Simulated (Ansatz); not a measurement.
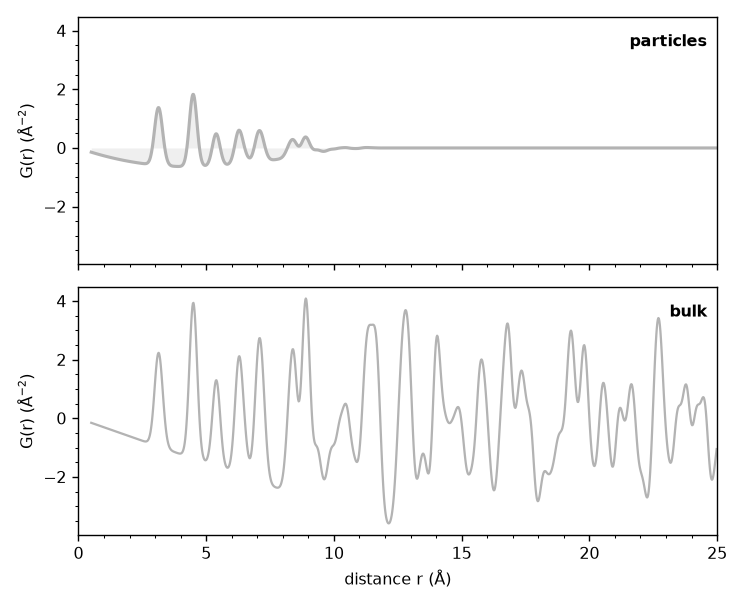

Computed X-ray G(r), with each pair weighted by the product of the atomic numbers (X-ray weights at Q = 0) and a uniform peak width σ = 0.15 Å, for spherical particles of Bi with the bulk structure: the bulk G(r) is multiplied by the envelope of a sphere of diameter D, 1 − 3r/2D + r³/2D³, with no surface relaxation. The number density is 0.0244 atoms per Å³. Basis of the simulation: the geometry relaxed with Ansatz 0.2.0, DFT PBE, scalar-relativistic, plane waves, PAW; the starting structure was generated, so it need not be a known form of this composition.

> Estimate the particle diameter.

About 12 Å (1.2 nm): the signal is half of the bulk amplitude at r ≈ 4.2 Å and vanishes at r = D, fading from view somewhat earlier.

> Roughly how many atoms does one particle hold?

About 22 (number density 0.0244 Å⁻³ times πD³/6).
